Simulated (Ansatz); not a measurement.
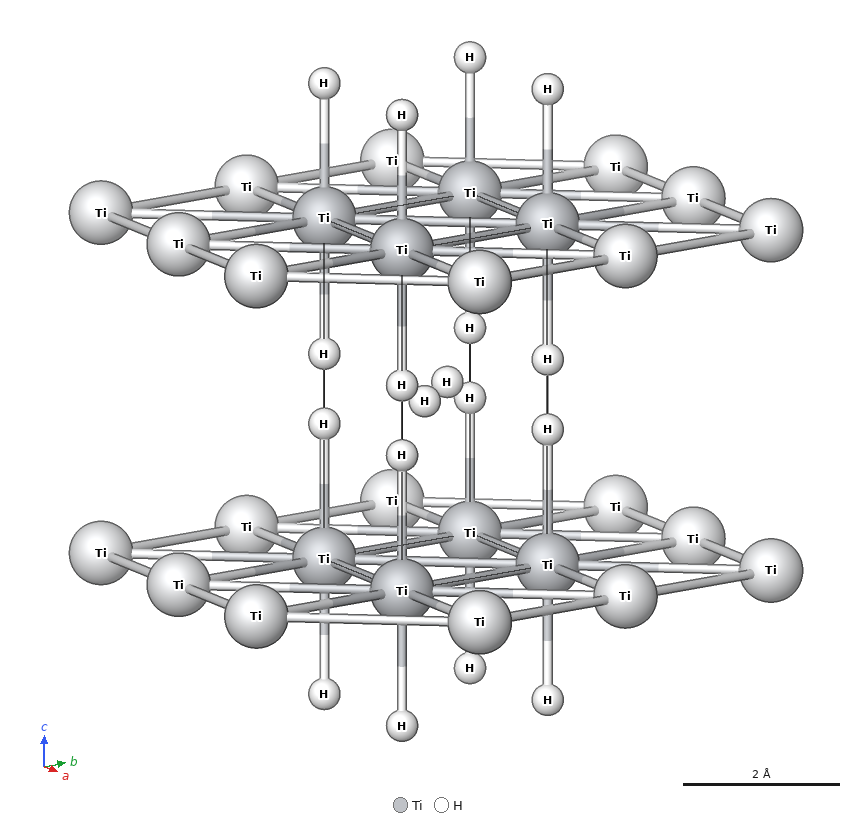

Shown here is a ball-and-stick view of the crystal, taken slightly off an axis. Thin lines show the conventional unit cell, with boundary atoms drawn in all their periodic places. Neighbours across the faces are drawn wherever a bond reaches them, in fainter colours. Cell: a = 2.91 Å, b = 2.91 Å, c = 4.42 Å, α = 90.00°, β = 90.00°, γ = 120.00°.

Source of the structure: a random cell made by a generator, so it need not be a real form of the compound. Earlier steps of the study may have refined or changed the cell and positions. An electronic-structure calculation with Ansatz was run on it.

Describe the crystal.

Answer. Its composition is TiH4. The atoms follow space group P6/mmm (No. 191); the Bravais lattice is primitive hexagonal. Content of the cell: 1 Ti, 4 H (Z = 1). The bond counts per atom are Ti 8 and H 0 to 1 (mean 0.5).

Level of theory: DFT PBE, scalar-relativistic, plane waves, PAW (Ansatz). Settings were plane-wave cutoff 420 eV, 12×12×10 k-mesh, Gaussian smearing of 0.1 eV, no spin polarisation.

What is the electronic character?

Answer. A metal: bands cross the Fermi level.

Give the Bader charge of each element.

Answer. Ti +0.53 e; H -0.20 to -0.06 e.

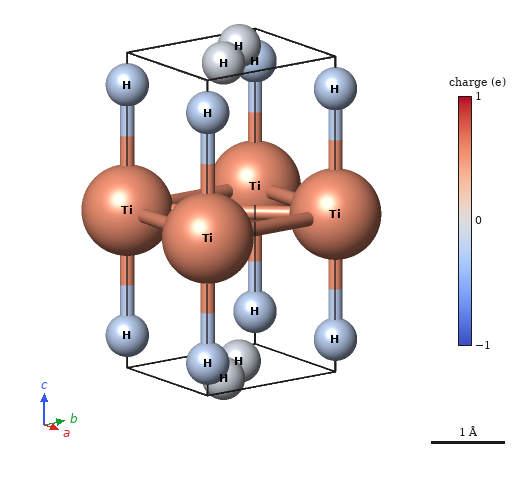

The atoms coloured by those charges. The run's cell of 5 atoms is drawn, so axes and origin can differ from the first picture.

Does this geometry sit at a stationary point of the energy?

Answer. Yes. All forces vanish to within 0.01 eV/Å. The pressure is 0.0 GPa, close to zero.
